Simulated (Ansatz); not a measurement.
Consider MgS.

Input

```
crystal:
  lattice: { a: 5.66624009, b: 5.66624009, c: 5.66624009, alpha: 90.0, beta: 90.0, gamma: 90.0 }
  space_group: 216
  reduce_to_primitive: true
  atoms:
    - { symbol: S, wyckoff: "4d", position: [0.25, 0.25, 0.75] }
    - { symbol: Mg, wyckoff: "4a", position: [0.0, 0.0, 0.0] }
hamiltonian:
  xc: cam_b3lyp
  pseudopotentials: { kind: paw }
  dispersion: d3bjatm
kpoints:
  mp_grid: { grid: [5, 5, 5] }
scf:
  occupations: { method: gaussian, width: 0.05 }
output:
  forces: true
  stress: true
  eigenvalues: true
  write_density: true
  write_potential: true
  elf: true
  volumetric_format: npy
```

Run with:

```sh
ansatz run input.yaml --threads 1 --pin off --max-ram 2560MiB --backend cpu --events-out ev --progress --plain --runs-dir out
```

Below, planes, directions and counts refer to the conventional cell (a = 5.67 Å, b = 5.67 Å, c = 5.67 Å, α = 90.00°, β = 90.00°, γ = 90.00°).

Space group F-43m; a structure from a database of computed crystals, not necessarily the ambient phase; computed pressure about −3 GPa in this cell.

Computed with Kohn-Sham DFT of a periodic cell, CAM-B3LYP with D3(BJ)-ATM, Ansatz PAW in Ansatz 0.2.0.

> What will maps of the valence pseudo-density and electron localisation function show?

Mg–S (2.45 Å): ρ is about 0.38 e/Å³ halfway; the ELF peaks at about 0.90 in the valence shell of S, 0.9 Å from its nucleus, and falls to about 0.05 next to Mg: a closed-shell, largely ionic contact.

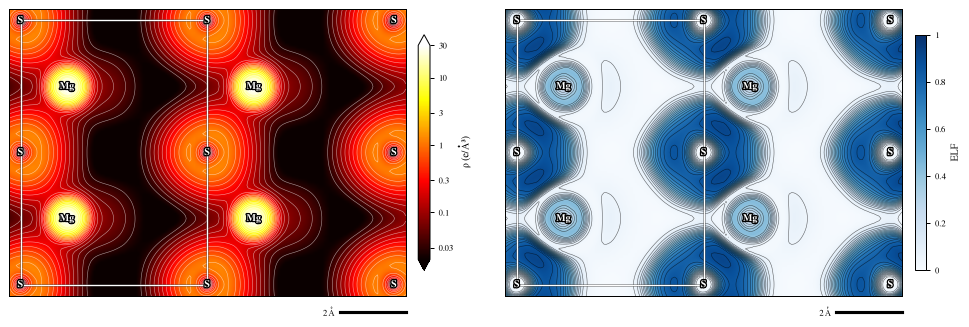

Computed valence pseudo-density and electron localisation function on the (101) plane of the conventional cell, in this order. 

In a PAW calculation such maps are meaningful between the atoms, not at the nuclei.
